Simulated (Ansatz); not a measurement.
```
Na
1.0
     3.77658    0.00000    0.00000
     0.00000    3.77658    0.00000
     0.00000    0.00000    5.27455
Na
2
Direct
  0.00000 0.00000 0.00000
  0.50000 0.50000 0.50000
```

Space group I4/mmm. This isn't the usual form at ambient conditions. The cell comes from a database of computed structures, not from a measurement.

Computed with Ansatz 0.2.0, DFT PBE, scalar-relativistic, plane waves, PAW.

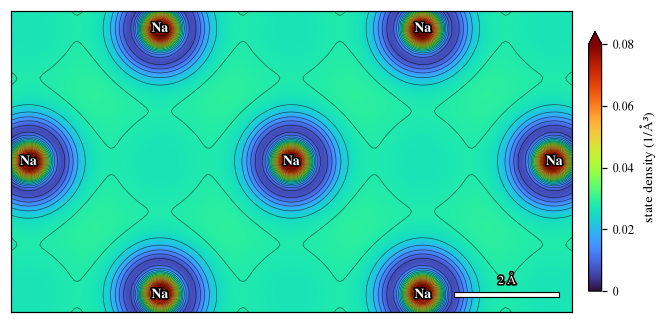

Na. Density of the Kohn–Sham states from −2.1 to −1.1 eV about the Fermi level (the middle third of the occupied valence band), scaled to one electron a cell: a map on the (110) plane of the conventional cell.

In a PAW calculation such maps are meaningful between the atoms, not at the nuclei.

Q: Describe these states.

A: Projected on a minimal set of atomic orbitals (Löwdin), they are Na 3s (over 95 %).

Run time: 2.7 s on 1 thread of Arm Neoverse V2, with other jobs on the host, peak memory 0.31 GiB.
